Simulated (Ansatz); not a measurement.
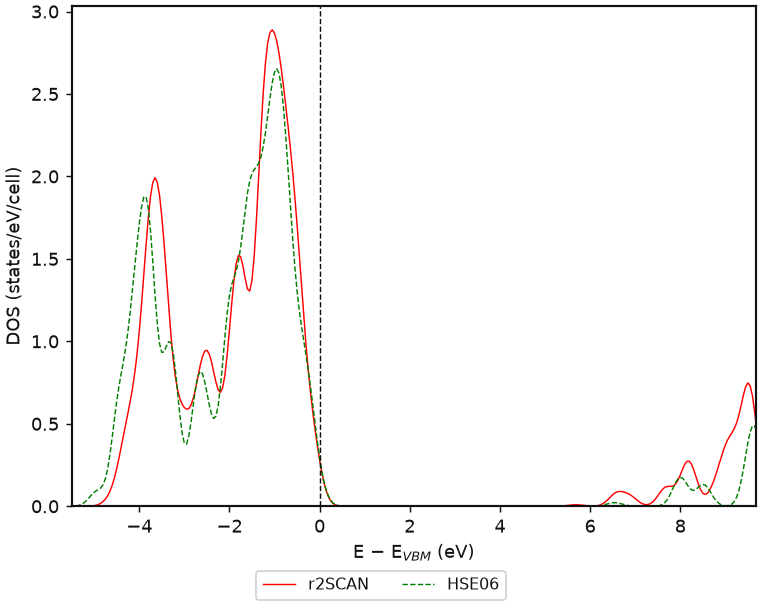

Total densities of states of MgO, space group Fm-3m, 2 atoms in the cell, by two methods on the same cell. The curves are built from the levels of the k mesh with Gaussians 0.4 eV wide, which also blur the band edges. Each is counted from its own valence-band top.

### What changes from one method to the other?

r2SCAN gives a gap of 5.68 eV and HSE06 gives a gap of 6.54 eV.

Settings. r2SCAN: DFT, r2SCAN, plane waves, PAW, no spin polarisation, 8×8×8 k mesh, 500 eV cutoff (Ansatz 0.2.0). HSE06: DFT, HSE06, plane waves, PAW, no spin polarisation, 6×6×6 k mesh, 420 eV cutoff (Ansatz).
